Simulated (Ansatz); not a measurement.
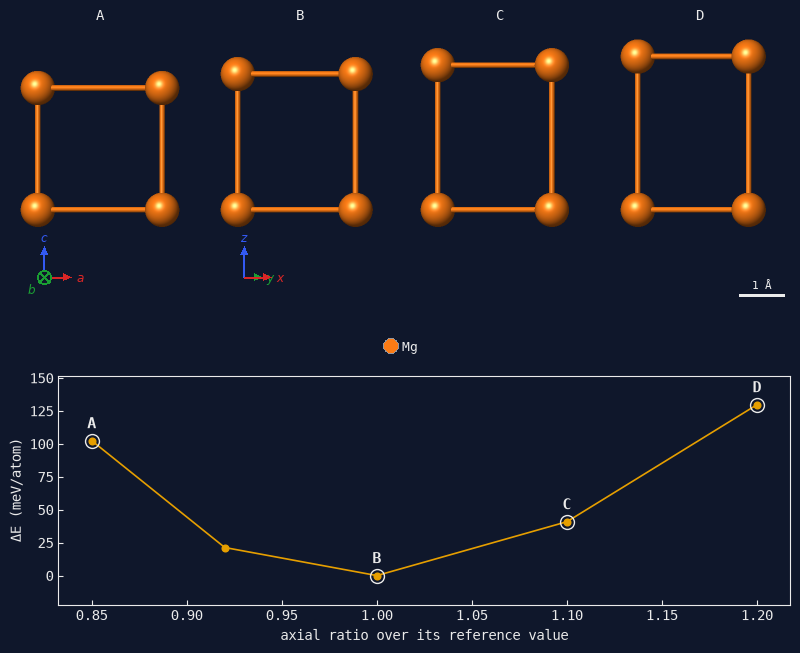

Energy scan for crystalline Mg (P6/mmm), in which the ratio of the cell's length along z to its lengths across, counted as 1 for the reference, is changed at fixed volume (a c/a path), with the atoms kept at their fractional coordinates. x, y and z are the Cartesian axes of the input. The lettered frames are marked on the plot. A ball-and-stick model of the cell of the calculation, seen along the b axis.

Level of theory: DFT r2SCAN, scalar-relativistic, plane waves, PAW (Ansatz). (plane-wave cutoff 500 eV; k-point mesh 21 × 21 × 18; occupations gaussian; smearing width 0.15 eV; no spin polarisation). Energies (free energies at the smearing named) are counted from the cell as listed in its source, which wasn't relaxed.

Question: Describe the profile.

Answer: The lowest computed point lies at the relative ratio 1.00 (0.0 meV/atom). At the ends of the scan the energy is 102.4 meV/atom (0.85) and 129.7 meV/atom (1.20). The distortion keeps the space group P6/mmm. At the relative ratio 1.20 the cell of the drawing goes a 3.050 → 2.870 Å, b 3.050 → 2.870 Å, c 3.045 → 3.438 Å.

The computed points:

```tsv
axial ratio over its reference value	ΔE (meV/atom)
0.85	102.4
0.92	21.3
1.00	0.0
1.10	40.9
1.20	129.7
```
